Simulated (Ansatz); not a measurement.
# LiNbO3: what the fields show

The calculation's input:

```
crystal:
  lattice:
    - [5.1539432904, 0.0, 0.0]
    - [2.5765896486, 4.8943911434, 0.0]
    - [0.0028181157, 2.7149551941, 8.504565183]
  atoms:
    - { symbol: Li, position: [0.44131528, 0.11889534, 0.14697452] }
    - { symbol: Li, position: [0.94149066, 0.11933708, 0.64677836] }
    - { symbol: Li, position: [0.19102128, 0.6168362, 0.3978071] }
    - { symbol: Li, position: [0.68943193, 0.61824039, 0.89715355] }
    - { symbol: Nb, position: [0.01742124, 0.9653022, 0.00582126] }
    - { symbol: Nb, position: [0.51774108, 0.96513307, 0.50576959] }
    - { symbol: Nb, position: [0.76745656, 0.46531935, 0.25567277] }
    - { symbol: Nb, position: [0.26723463, 0.46549299, 0.75574773] }
    - { symbol: O, position: [0.74394294, 0.77593584, 0.36463771] }
    - { symbol: O, position: [0.78700364, 0.77611065, 0.05765304] }
    - { symbol: O, position: [0.30491957, 0.77596876, 0.18950043] }
    - { symbol: O, position: [0.18676282, 0.27599834, 0.30766713] }
    - { symbol: O, position: [0.66891978, 0.27608325, 0.43943805] }
    - { symbol: O, position: [0.24339824, 0.77639184, 0.86449689] }
    - { symbol: O, position: [0.73007412, 0.27617962, 0.11460312] }
    - { symbol: O, position: [0.28705484, 0.7763249, 0.55773829] }
    - { symbol: O, position: [0.80481382, 0.77595804, 0.68954867] }
    - { symbol: O, position: [0.68658014, 0.27635562, 0.80774191] }
    - { symbol: O, position: [0.16892992, 0.27598845, 0.9394431] }
    - { symbol: O, position: [0.23029003, 0.27654809, 0.61440676] }
kpoints:
  mp_grid: { grid: [6, 6, 4] }
hamiltonian:
  xc: pbe
scf:
  occupations: { method: fermi_dirac, width: 0.02 }
relax:
  f_tol: 0.005
  cell: {}
output:
  write_density: true
  write_potential: true
  elf: true
  volumetric_format: npy
```

The fields are those of the relaxed geometry.

Space group R3c; a structure from a database of computed crystals, not necessarily the ambient phase; started from the database structure prototype, which need not be the ambient phase.

Method: DFT, PBE, plane waves, PAW (Ansatz 0.2.0).

The density is the valence pseudo-density of a PAW calculation; it isn't the true density close to the nuclei.

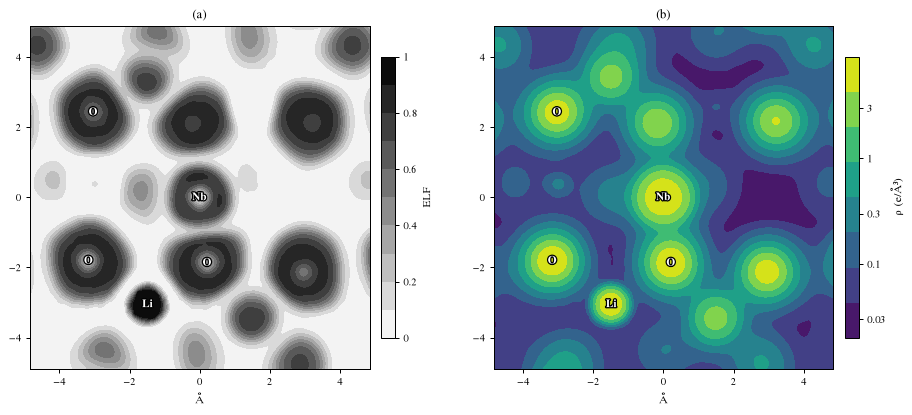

Figure 1. (a) ELF; (b) valence electron density on the (11̄0) plane of the calculation cell.

What does the map show?

Answer.
- The section cuts through Li, Nb and O sites.
- Atoms just off the plane (Li, 0.6 Å away, Nb, 0.7 Å away and O, 0.3 Å away) can leave unmarked features too.
- Nb–O (1.88 Å): ρ is about 1.2 e/Å³ halfway; the ELF peaks at about 0.80 in the valence shell of O, 0.5 Å from its nucleus, and drops to about 0.30 between the two atoms; no localised pair shows between them.
- Li–O (2.08 Å): ρ at the midpoint is about 0.26 e/Å³; the ELF peaks at about 0.85 in the valence shell of O, 0.6 Å from its nucleus, and falls to about 0 next to Li; a largely ionic contact.
- Between the atoms the lowest density in this plane is 0.02 e/Å³.
- The features right at Li and Nb lie inside the PAW spheres, where the map follows smoothed inner orbitals and isn't to be read closely.

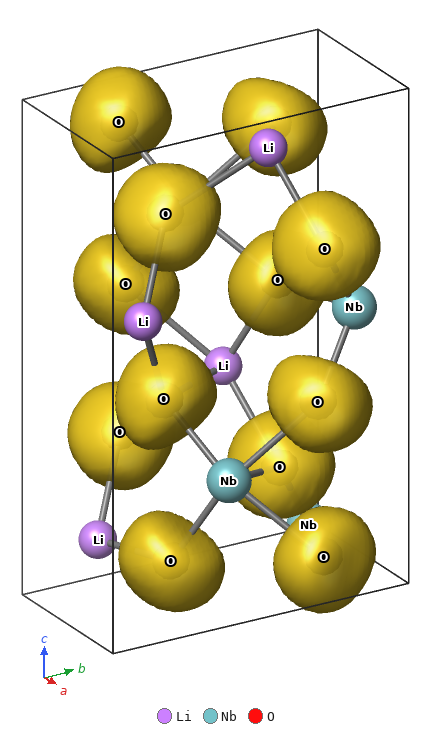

Figure 2. Isosurface of the ELF at 0.65 (yellow), seen slightly off an axis. Only the valence region is drawn (cores and ρ < 0.01 e/Å³ removed). Sticks mark near contacts.

Describe the localisation domains.

Answer. The ELF exceeds this value in twelve regions wrapped around O (the valence shell of each), counted in one cell of 20 atoms. Regions shared between cells count once.

Does the calculation give a band gap?

Answer. It is gapped, with a Kohn–Sham gap of 3.5 eV on the k-point mesh (the band edges may lie off the mesh, which would make the gap smaller).
